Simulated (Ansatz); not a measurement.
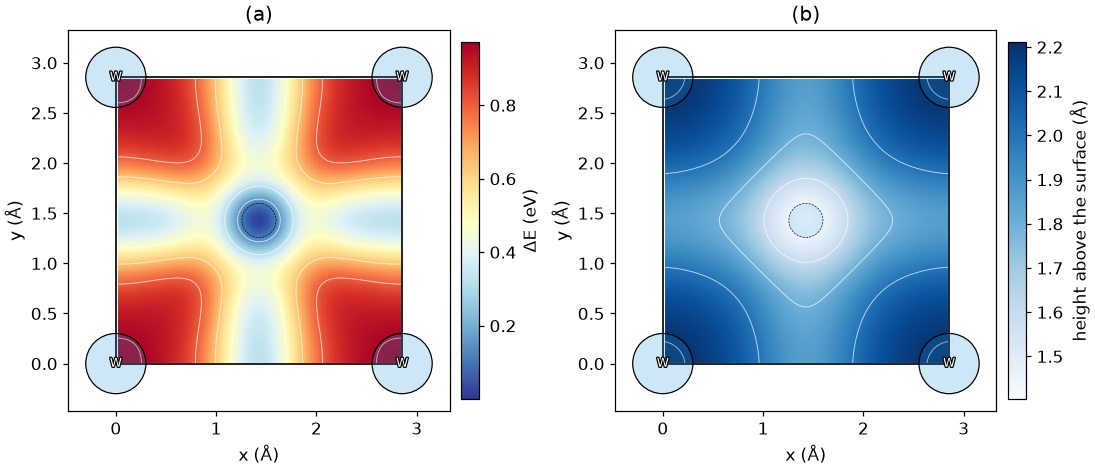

S on a W(100) slab cut from the Fm-3m phase, its upper half relaxed before the scan (3 atoms of substrate and one adsorbate in a 1 × 1 cell). 
- S is moved over the surface cell; relaxed at each place: the height of the adsorbate's atoms; substrate rigid; the origin of the map has the adsorbate above W3.
- Places are given modulo a cell vector. The map is drawn in real space over the plane of the surface.
- The scan uses a 6 × 6 grid; 10 points were computed and 26 follow by symmetry.
- All energies are given in eV relative to the lowest grid point.
- With one adsorbate in each 1 × 1 cell, its nearest image is 2.9 Å away, so neighbouring adsorbates interact.
- Theory: Ansatz, DFT PBE, scalar-relativistic, plane waves, PAW. Settings: cutoff 420 eV, k-mesh 9×9×1, gaussian smearing 0.1 eV, no spin polarisation.

Panel (a) is the energy and panel (b) the computed height above the surface on the same grid.

In the figure: a smooth colour map with a few white contour lines, labelled circles for the atoms of the top layer and small ones for the second layer, the outline of one cell of the plane. Between grid points the surface is interpolated.

### How does the height above the surface vary over the map, and what is it at the lowest grid point?

It runs from 1.40 Å at a fourfold hollow over a second-layer W atom, (3/6, 3/6) of the cell vectors to 2.21 Å at the top site over a surface W atom, (0/6, 0/6) of the cell vectors. At the lowest grid point, a fourfold hollow over a second-layer W atom, (3/6, 3/6) of the cell vectors, it is 1.40 Å.

```
second ↓, first →   0/6   1/6   2/6   3/6   4/6   5/6
              5/6  2.16  2.11  1.96  1.82  1.96  2.11
              4/6  2.00  1.96  1.80  1.64  1.80  1.96
              3/6  1.87  1.82  1.64  1.40  1.64  1.82
              2/6  2.00  1.96  1.80  1.64  1.80  1.96
              1/6  2.16  2.11  1.96  1.82  1.96  2.11
              0/6  2.21  2.16  2.00  1.87  2.00  2.16
```

PAW datasets: the set soft_1.
